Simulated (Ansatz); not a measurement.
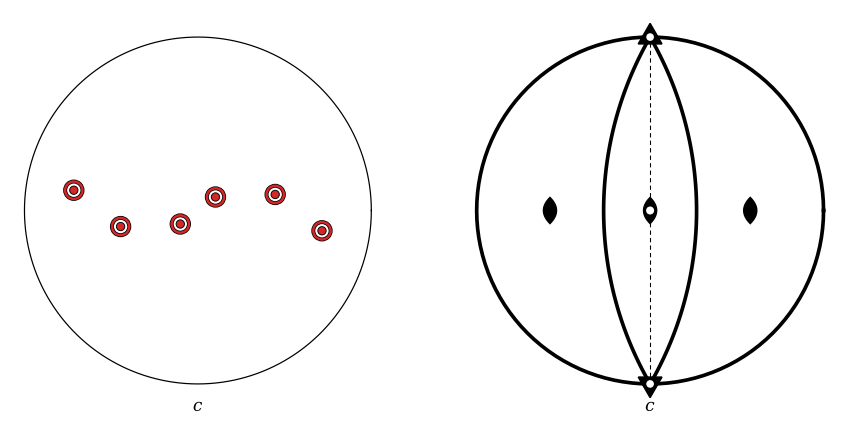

Stereographic projection: filled dots lie in the upper hemisphere, open rings in the lower; heavy lines are mirror planes (a heavy rim: a mirror in the plane of the page); lens, triangle, square and hexagon are 2-, 3-, 4- and 6-fold axes, a lens in an open square is −4, a triangle in an open hexagon −6; thin dashed diameters join the ends of axes that lie in the page; a small open circle marks inversion. The b axis points at the viewer. Left: one general form; right: the symmetry elements. Computed from the symmetry operations of a computed or model structure of composition Mo, which need not be its known form.

Which point group is this?

Answer. -3m (D3d), order 12, trigonal system: one threefold axis, three twofold axes, three mirror planes, an inversion centre.

Can such a crystal be piezoelectric, pyroelectric or chiral?

Answer. It is centrosymmetric, so neither piezoelectric nor pyroelectric; it is not chiral.
